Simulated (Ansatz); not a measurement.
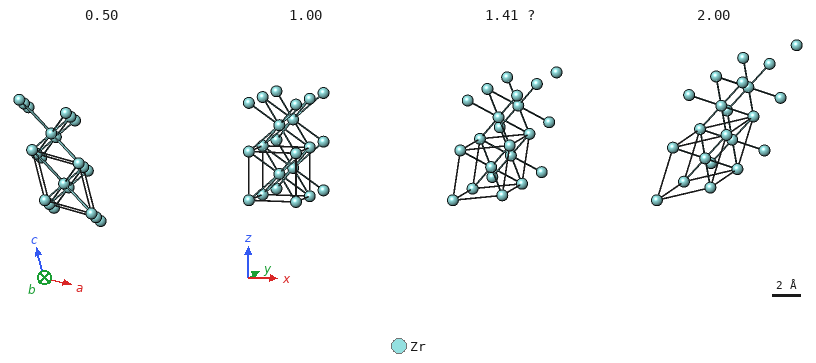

A scan of solid Zr (Im-3m): the ratio of the cell's length along [111] to its lengths across, counted as 1 for the reference, is changed at fixed volume (a trigonal path), with the atoms kept at their fractional coordinates. x, y and z are the Cartesian axes of the input. The picture is a ball-and-stick view of the conventional cell (2 times the calculation's cell), repeated 1 × 2 × 2 with one cell outlined, seen slightly off an axis. Lengths and directions refer to the drawn axes.

Level of theory: DFT PBEsol, scalar-relativistic, plane waves, PAW (Ansatz 0.2.0). Settings: plane-wave cutoff 420 eV; k-point mesh 20 × 20 × 20; occupations gaussian; smearing width 0.15 eV; no spin polarisation. Energies (free energies at the smearing named) are counted from the cell as listed in its source, which wasn't relaxed.

```csv
axial ratio over its reference value,ΔE (meV/atom)
0.50,4022
0.60,1380
0.71,354
0.85,36
0.93,11
1.00,0
1.20,105
1.41,?
1.70,639
2.00,769
```

Question: Fill in the missing row.

Answer: A straight line between the two neighbours gives 329 meV/atom. A cubic through the four nearest rows (1.00, 1.20, 1.70, 2.00) gives, with Lagrange weights, (−0.2567)(0) + (0.8769)(105) + (0.4838)(639) + (−0.1040)(769) = 321 meV/atom. The calculation gives 306 meV/atom, so the cubic is 15 meV/atom too high and the straight line 23 meV/atom too high, as the curve bends upwards here.

The whole profile:

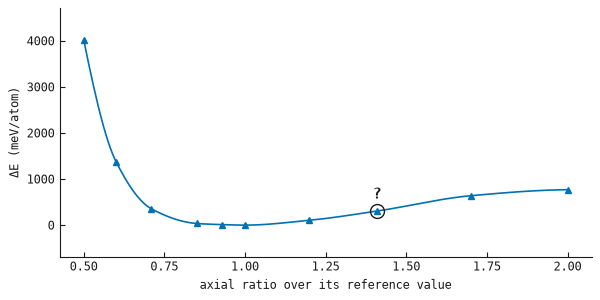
